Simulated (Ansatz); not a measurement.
**Geometry relaxation of AlO2 (part 3 of 3)**

Continued. System: AlO2 (12 atoms in the cell). Method: DFT PBE, scalar-relativistic, plane waves, PAW, spin-polarised (Ansatz 0.2.0); cutoff 420 eV, 4×12×8 k-mesh, Gaussian smearing of 0.01 eV, collinear spins. The structure derives from an entry of the Crystallography Open Database.

Geometry of the input (Å; fractional positions):
```
9.3543  0.0000  0.0000
0.0000  2.9186  0.0000
0.0000  0.0000  4.8102
Al 0.1631  0.2500  0.9572
Al 0.8369  0.7500  0.0428
Al 0.3369  0.7500  0.4572
Al 0.6631  0.2500  0.5428
O  0.7713  0.2500  0.2309
O  0.2287  0.7500  0.7691
O  0.7287  0.7500  0.7309
O  0.2713  0.2500  0.2691
O  0.9688  0.2500  0.8454
O  0.0312  0.7500  0.1546
O  0.5312  0.7500  0.3454
O  0.4688  0.2500  0.6546
```

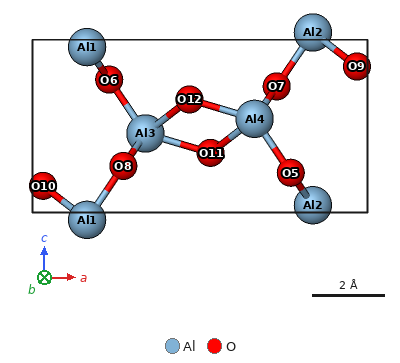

*The geometry at step 4 of the log (ball-and-stick view of the cell of the calculation, along the b axis; atoms are numbered from 1 in the order of the input).*

What the program printed, continued:
```
--- Stress (GPa, compression-positive) ---
       -0.001720       0.000000       0.000000
        0.000000      -0.007614       0.000000
        0.000000       0.000000      -0.004784
  P = ⅓ Tr σ = -0.0047 GPa (-0.047 kbar)
--- Band table (eV; the first three rows and the last of 210) ---
  k-point 0 ↑: bands = ["-15.5879", "-15.3647", "-13.7930", "-13.3067", "-12.8505", "-12.5734", "-12.5423", "-12.3970", "-2.8051", "-1.4891", "-0.7768", "-0.4609", "-0.1681", "0.2344", "0.3676", "0.5189", "1.0963", "1.1166", "1.8080", "1.8126", "1.9478", "1.9778", "2.0629", "2.4941", "2.6324", "2.6764", "3.0219", "3.0705", "3.1465", "3.2294", "3.8190", "4.0917", "9.8163", "11.6789", "13.0162", "13.1011", "14.0847", "14.3920", "14.4955", "14.9154", "14.9372", "16.2804", "16.9391", "17.2816"]
  k-point 1 ↑: bands = ["-15.5735", "-15.3667", "-13.7558", "-13.2914", "-12.8755", "-12.6346", "-12.5445", "-12.4026", "-2.7378", "-1.3866", "-0.9200", "-0.3807", "-0.1698", "0.3566", "0.3777", "0.5177", "0.9000", "1.2618", "1.7292", "1.8417", "1.9703", "1.9930", "2.0779", "2.4743", "2.6403", "2.6963", "2.8915", "3.0712", "3.1457", "3.2178", "3.7490", "3.9835", "10.0164", "11.8271", "13.0145", "13.1350", "14.1123", "14.1341", "14.8302", "14.8648", "14.9884", "16.2177", "16.8561", "17.3458"]
  k-point 2 ↑: bands = ["-15.5348", "-15.3754", "-13.6478", "-13.2469", "-12.9487", "-12.7840", "-12.5468", "-12.4299", "-2.5490", "-1.2170", "-1.1014", "-0.2406", "-0.1212", "0.4043", "0.5121", "0.5906", "0.6397", "1.4233", "1.5728", "1.9253", "1.9730", "2.0377", "2.1203", "2.4182", "2.5399", "2.5403", "2.8210", "3.0745", "3.1574", "3.1870", "3.5973", "3.7131", "10.5428", "12.2202", "12.9236", "13.2241", "14.0216", "14.1409", "14.7556", "14.7573", "15.5780", "16.0492", "16.7729", "17.5257"]
  k-point 104 ↓: bands = ["-12.6931", "-12.6931", "-12.6931", "-12.6931", "-12.1166", "-12.1166", "-12.1166", "-12.1166", "-1.5651", "-1.5651", "-1.5651", "-1.5651", "-0.0915", "-0.0915", "-0.0915", "-0.0915", "1.1665", "1.1665", "1.1665", "1.1665", "2.2670", "2.2670", "2.2670", "2.2670", "3.4102", "3.4102", "3.4102", "3.4102", "5.1904", "5.1904", "5.1904", "5.1904", "13.7690", "13.7690", "13.7690", "13.7690", "14.7420", "14.7420", "14.7420", "14.7420", "16.9375", "16.9375", "16.9375", "16.9375"]
--- Relaxed structure (5 steps of the walk, 5 accepted, 2 SCFs on fresh bases) ---
  F+E_penalty+E_count = -6695.27664548 eV   max|allowed force component| = 4.010e-3 eV/Å   (the final SCF, on the basis selected at the relaxed cell)
  cell:  # Å, volume = 131.4566 Å³
    - [9.349074096600289, 0.0, 0.0]
    - [0.0, 2.9169597547146324, 0.0]
    - [0.0, 0.0, 4.82040409110214]
  atoms:
    - { symbol: Al, position: [0.16289799799941992, 0.24999999999999997, 0.9579588272109796] }
    - { symbol: Al, position: [0.8371020020005802, 0.7499999999999999, 0.0420411727890202] }
    - { symbol: Al, position: [0.3371020020005801, 0.7499999999999999, 0.45795882721097975] }
    - { symbol: Al, position: [0.6628979979994198, 0.24999999999999997, 0.5420411727890201] }
    - { symbol: O, position: [0.7709721108121806, 0.24999999999999997, 0.23003480300494242] }
    - { symbol: O, position: [0.22902788918781933, 0.7499999999999999, 0.7699651969950574] }
    - { symbol: O, position: [0.7290278891878194, 0.7499999999999999, 0.7300348030049423] }
    - { symbol: O, position: [0.2709721108121807, 0.24999999999999997, 0.26996519699505755] }
    - { symbol: O, position: [0.9685710711845911, 0.24999999999999997, 0.845360094309649] }
    - { symbol: O, position: [0.031428928815408784, 0.7499999999999999, 0.1546399056903508] }
    - { symbol: O, position: [0.5314289288154087, 0.7499999999999999, 0.3453600943096491] }
    - { symbol: O, position: [0.46857107118459124, 0.24999999999999997, 0.6546399056903507] }
--- Löwdin populations: 12 sites ---
  site symbol       q [e]    m [muB]
     0     Al      1.6751    -0.0362
     1     Al      1.6751    -0.0362
     2     Al      1.6751    -0.0362
     3     Al      1.6751    -0.0362
     4      O      6.8204     0.0683
     5      O      6.8204     0.0683
     6      O      6.8204     0.0683
     7      O      6.8204     0.0683
     8      O      6.4002     0.9722
     9      O      6.4002     0.9722
    10      O      6.4002     0.9722
    11      O      6.4002     0.9722
  spilling = 0.006959 (of n_electrons = 60.000000)
```

Trajectory as extended XYZ (Å, eV, eV/Å), 7 frames, from step=1 to step=7:
```
12
Lattice="9.3543 0.0000 0.0000 0.0000 2.9186 0.0000 0.0000 0.0000 4.8102" Properties=species:S:1:pos:R:3:forces:R:3 step=1 energy=-6695.27620 pressure_GPa=0.18
Al    1.5254    0.7297    4.6043   -0.0426   0.0000   0.0009
Al    7.8289    2.1890    0.2059    0.0426   0.0000  -0.0009
Al    3.1518    2.1890    2.1992    0.0426   0.0000   0.0009
Al    6.2025    0.7297    2.6110   -0.0426   0.0000  -0.0009
O     7.2149    0.7297    1.1107   -0.0111   0.0000   0.0038
O     2.1394    2.1890    3.6994    0.0111   0.0000  -0.0038
O     6.8166    2.1890    3.5158    0.0111   0.0000   0.0038
O     2.5377    0.7297    1.2944   -0.0111   0.0000  -0.0038
O     9.0621    0.7297    4.0664   -0.0044   0.0000  -0.0138
O     0.2922    2.1890    0.7438    0.0044   0.0000   0.0138
O     4.9694    2.1890    1.6613    0.0044   0.0000  -0.0138
O     4.3849    0.7297    3.1489   -0.0044   0.0000   0.0138
12
Lattice="9.3508 0.0000 0.0000 0.0000 2.9180 0.0000 0.0000 0.0000 4.8150" Properties=species:S:1:pos:R:3:forces:R:3 step=2 energy=-6695.27623 pressure_GPa=0.09
Al    1.5247    0.7295    4.6091   -0.0309   0.0000   0.0033
Al    7.8261    2.1885    0.2058    0.0309   0.0000  -0.0033
Al    3.1507    2.1885    2.2016    0.0309   0.0000   0.0033
Al    6.2001    0.7295    2.6133   -0.0309   0.0000  -0.0033
O     7.2110    0.7295    1.1114   -0.0038   0.0000  -0.0004
O     2.1398    2.1885    3.7036    0.0038   0.0000   0.0004
O     6.8152    2.1885    3.5189    0.0038   0.0000  -0.0004
O     2.5356    0.7295    1.2961   -0.0038   0.0000   0.0004
O     9.0584    0.7295    4.0700   -0.0051   0.0000   0.0023
O     0.2924    2.1885    0.7450    0.0051   0.0000  -0.0023
O     4.9678    2.1885    1.6625    0.0051   0.0000   0.0023
O     4.3830    0.7295    3.1525   -0.0051   0.0000  -0.0023
12
Lattice="9.3473 0.0000 0.0000 0.0000 2.9185 0.0000 0.0000 0.0000 4.8200" Properties=species:S:1:pos:R:3:forces:R:3 step=3 energy=-6695.27589 pressure_GPa=-0.04
Al    1.5232    0.7296    4.6153   -0.0012   0.0000   0.0058
Al    7.8241    2.1889    0.2047    0.0012   0.0000  -0.0058
Al    3.1504    2.1889    2.2053    0.0012   0.0000   0.0058
Al    6.1969    0.7296    2.6147   -0.0012   0.0000  -0.0058
O     7.2074    0.7296    1.1108   -0.0028   0.0000   0.0021
O     2.1399    2.1889    3.7092    0.0028   0.0000  -0.0021
O     6.8136    2.1889    3.5208    0.0028   0.0000   0.0021
O     2.5337    0.7296    1.2992   -0.0028   0.0000  -0.0021
O     9.0543    0.7296    4.0749   -0.0058   0.0000  -0.0001
O     0.2930    2.1889    0.7451    0.0058   0.0000   0.0001
O     4.9667    2.1889    1.6649    0.0058   0.0000  -0.0001
O     4.3806    0.7296    3.1550   -0.0058   0.0000   0.0001
12
Lattice="9.3463 0.0000 0.0000 0.0000 2.9180 0.0000 0.0000 0.0000 4.8201" Properties=species:S:1:pos:R:3:forces:R:3 step=4 energy=-6695.27608 pressure_GPa=-0.00
Al    1.5228    0.7295    4.6160    0.0009   0.0000   0.0049
Al    7.8235    2.1885    0.2041   -0.0009   0.0000  -0.0049
Al    3.1503    2.1885    2.2060   -0.0009   0.0000   0.0049
Al    6.1960    0.7295    2.6141    0.0009   0.0000  -0.0049
O     7.2061    0.7295    1.1101    0.0003   0.0000   0.0013
O     2.1401    2.1885    3.7099   -0.0003   0.0000  -0.0013
O     6.8133    2.1885    3.5202   -0.0003   0.0000   0.0013
O     2.5330    0.7295    1.2999    0.0003   0.0000  -0.0013
O     9.0529    0.7295    4.0748   -0.0033   0.0000   0.0009
O     0.2934    2.1885    0.7453    0.0033   0.0000  -0.0009
O     4.9665    2.1885    1.6648    0.0033   0.0000   0.0009
O     4.3797    0.7295    3.1553   -0.0033   0.0000  -0.0009
12
Lattice="9.3463 0.0000 0.0000 0.0000 2.9180 0.0000 0.0000 0.0000 4.8201" Properties=species:S:1:pos:R:3:forces:R:3 step=5 energy=-6695.27662 pressure_GPa=0.00
Al    1.5228    0.7295    4.6160    0.0009   0.0000   0.0049
Al    7.8235    2.1885    0.2041   -0.0009   0.0000  -0.0049
Al    3.1503    2.1885    2.2060   -0.0009   0.0000   0.0049
Al    6.1960    0.7295    2.6141    0.0009   0.0000  -0.0049
O     7.2061    0.7295    1.1101    0.0003   0.0000   0.0012
O     2.1401    2.1885    3.7099   -0.0003   0.0000  -0.0012
O     6.8133    2.1885    3.5202   -0.0003   0.0000   0.0012
O     2.5330    0.7295    1.2999    0.0003   0.0000  -0.0012
O     9.0529    0.7295    4.0748   -0.0033   0.0000   0.0009
O     0.2934    2.1885    0.7453    0.0033   0.0000  -0.0009
O     4.9665    2.1885    1.6648    0.0033   0.0000   0.0009
O     4.3797    0.7295    3.1553   -0.0033   0.0000  -0.0009
12
Lattice="9.3491 0.0000 0.0000 0.0000 2.9170 0.0000 0.0000 0.0000 4.8204" Properties=species:S:1:pos:R:3:forces:R:3 step=6 energy=-6695.27661 pressure_GPa=-0.00
Al    1.5229    0.7292    4.6177    0.0012   0.0000   0.0040
Al    7.8261    2.1877    0.2027   -0.0012   0.0000  -0.0040
Al    3.1516    2.1877    2.2075   -0.0012   0.0000   0.0040
Al    6.1975    0.7292    2.6129    0.0012   0.0000  -0.0040
O     7.2079    0.7292    1.1089    0.0012   0.0000   0.0020
O     2.1412    2.1877    3.7115   -0.0012   0.0000  -0.0020
O     6.8157    2.1877    3.5191   -0.0012   0.0000   0.0020
O     2.5333    0.7292    1.3013    0.0012   0.0000  -0.0020
O     9.0552    0.7292    4.0750    0.0013   0.0000   0.0009
O     0.2938    2.1877    0.7454   -0.0013   0.0000  -0.0009
O     4.9684    2.1877    1.6648   -0.0013   0.0000   0.0009
O     4.3807    0.7292    3.1556    0.0013   0.0000  -0.0009
12
Lattice="9.3491 0.0000 0.0000 0.0000 2.9170 0.0000 0.0000 0.0000 4.8204" Properties=species:S:1:pos:R:3:forces:R:3 step=7 energy=-6695.27664 pressure_GPa=-0.00
Al    1.5229    0.7292    4.6177    0.0012   0.0000   0.0040
Al    7.8261    2.1877    0.2027   -0.0012   0.0000  -0.0040
Al    3.1516    2.1877    2.2075   -0.0012   0.0000   0.0040
Al    6.1975    0.7292    2.6129    0.0012   0.0000  -0.0040
O     7.2079    0.7292    1.1089    0.0012   0.0000   0.0020
O     2.1412    2.1877    3.7115   -0.0012   0.0000  -0.0020
O     6.8157    2.1877    3.5191   -0.0012   0.0000   0.0020
O     2.5333    0.7292    1.3013    0.0012   0.0000  -0.0020
O     9.0552    0.7292    4.0750    0.0013   0.0000   0.0009
O     0.2938    2.1877    0.7454   -0.0013   0.0000  -0.0009
O     4.9684    2.1877    1.6648   -0.0013   0.0000   0.0009
O     4.3807    0.7292    3.1556    0.0013   0.0000  -0.0009
```

Key numbers:

```json
{"quantity": "outcome", "value": "converged"}
{"quantity": "space group (tolerance 0.01 Å)", "value": "Pnma (62)"}
{"quantity": "electrons treated", "value": "60"}
{"quantity": "free energy", "value": "−6695.2766 eV"}
{"quantity": "Fermi energy", "value": "4.407 eV"}
{"quantity": "gap on the k-point mesh", "value": "0.14 eV"}
{"quantity": "net moment of the cell", "value": "4.00 μB"}
{"quantity": "integrated absolute moment", "value": "4.17 μB"}
{"quantity": "pressure", "value": "0.00 GPa"}
{"quantity": "final volume", "value": "131.46 Å³"}
{"quantity": "largest force (length of the vector) at the end", "value": "0.004 eV/Å"}
{"quantity": "final cell", "value": "a = 9.349 Å, b = 2.917 Å, c = 4.820 Å, α = 90.00°, β = 90.00°, γ = 90.00°"}
{"quantity": "hardware", "value": "4 threads of Intel Xeon @ 2.50GHz (Skylake/Cascade Lake), 192 GiB of memory available, shared host"}
{"quantity": "wall time", "value": "2.7 min (CPU time 9.8 min)"}
{"quantity": "peak memory", "value": "1.1 GiB"}
```
